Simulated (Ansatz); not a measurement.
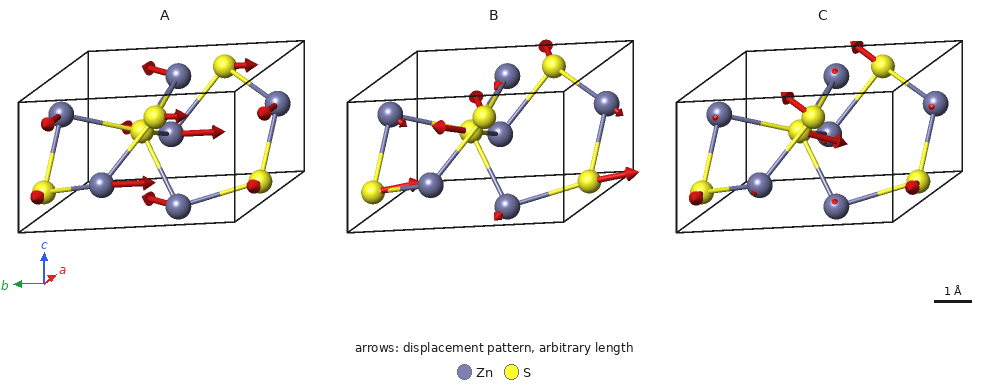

Modes of a crystal of ZnS (a generated structure), space group P3₂21 (No. 154), at the zone centre (one member of each degenerate set). Displacements are drawn as red arrows; their common scale and sign are arbitrary. A ball-and-stick model of the cell of the calculation, seen from a free direction.

The calculation used DFT PBE, scalar-relativistic, plane waves, PAW (Ansatz 0.2.0).

Frequencies are those without the non-analytic (LO–TO) term.

### Which are infrared-active and which Raman-active?

A is A₁, Raman-active by symmetry (98 cm⁻¹). B is A₂, infrared-active by symmetry (353 cm⁻¹). C is E, infrared- and Raman-active by symmetry (289 cm⁻¹).
